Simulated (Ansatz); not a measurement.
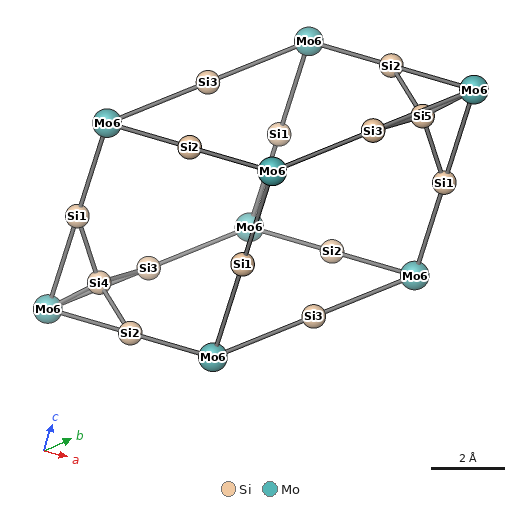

Starting structure of solid Si5Mo (a generated structure, set up in R-3m) (coarse preliminary run). The picture is a ball-and-stick view of the cell of the calculation, seen from a free direction.

Level of theory: DFT PBE, scalar-relativistic, plane waves, PAW (Ansatz 0.2.0).

Input file:
```yaml
crystal:
  lattice:
    - [3.55265578, 2.05112677, 4.75154782]
    - [-3.55265578, 2.05112677, 4.75154782]
    - [0.0, -4.10225354, 4.75154782]
  atoms:
    - { symbol: Si, position: [0.0, 0.0, 0.5] }
    - { symbol: Si, position: [0.5, 0.0, 0.0] }
    - { symbol: Si, position: [0.0, 0.5, 0.0] }
    - { symbol: Si, position: [0.12058, 0.12058, 0.12058] }
    - { symbol: Si, position: [0.87942, 0.87942, 0.87942] }
    - { symbol: Mo, position: [0.0, 0.0, 0.0] }
basis:
  ecutwfc: 420
kpoints:
  mp_grid: { grid: [3, 3, 3] }
hamiltonian:
  xc: pbe
scf:
  occupations: { method: gaussian, width: 0.1 }
  lower_state_search: "off"
output:
  forces: true
  stress: true
  eigenvalues: true
relax:
  adjacent_minimum: "off"
  f_tol: 0.04
  max_steps: 70
  cell: { stress_tol: 0.4 }
```

Run as
```bash
ansatz run input.yaml --threads 1 --pin off --max-ram 2560MiB --backend cpu --events-out ev --progress --plain --runs-dir out
```

What does the optimiser find from here?

Answer. The energy falls by 17.798 eV per cell of the calculation in 18 accepted moves (19 points after the start). The largest force component goes from 21 to 0.012 eV/Å. Pressure: 23.14 GPa at the start and −0.03 GPa at the end. At 1 point the geometry stayed and the basis and grid were re-selected for the new cell (energy shift of 1.3 meV per cell of the calculation at most each time). The largest moves relative to the cell, 1.68 Å, are those of Si4 and Si5. Si5 goes along [−1 −1 −1]. Mo stays in place. The volume changes by −40.9 %, with a = b = c 6.277 → 4.975 Å (−20.8 %), α 68.9° → 92.6°, β 68.9° → 92.6°, γ 68.9° → 92.6°. Some distances before and after: Si4–Si5 10.817 → 2.889 Å, Si4–Mo6 1.719 → 2.667 Å, Si1–Mo6 3.139 → 2.487 Å, Si1–Si4 2.154 → 2.447 Å. Bond angles that change, for instance: Si1–Si5–Mo6 107.8° → 58.0°, Si4–Si2–Mo6 148.6° → 114.6°, Si1–Si5–Si2 111.1° → 94.5°. The space group stays R-3m (No. 166). The run took 49 s on 1 thread of Intel(R) Xeon(R) Processor @ 2.70GHz (shared host), peak memory 0.47 GiB.

Final geometry:

```
CELL_PARAMETERS angstrom
3.59511 2.07564 2.74108
-3.59511 2.07564 2.74108
0.00000 -4.15128 2.74108
ATOMIC_POSITIONS crystal
Si 0.00000 0.00000 0.50000
Si 0.50000 0.00000 0.00000
Si 0.00000 0.50000 0.00000
Si 0.32437 0.32437 0.32437
Si 0.67563 0.67563 0.67563
Mo 0.00000 0.00000 0.00000
```

After the run, drawn alike:

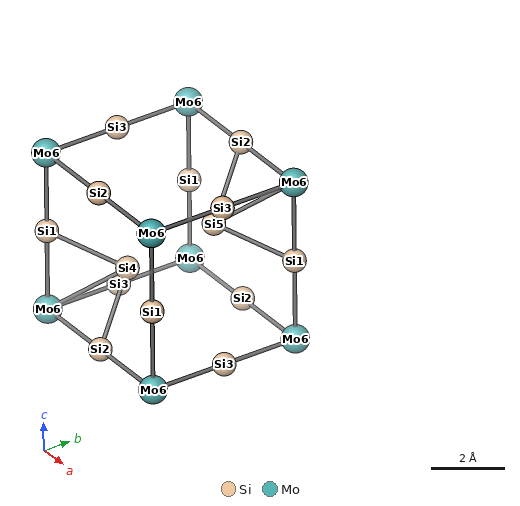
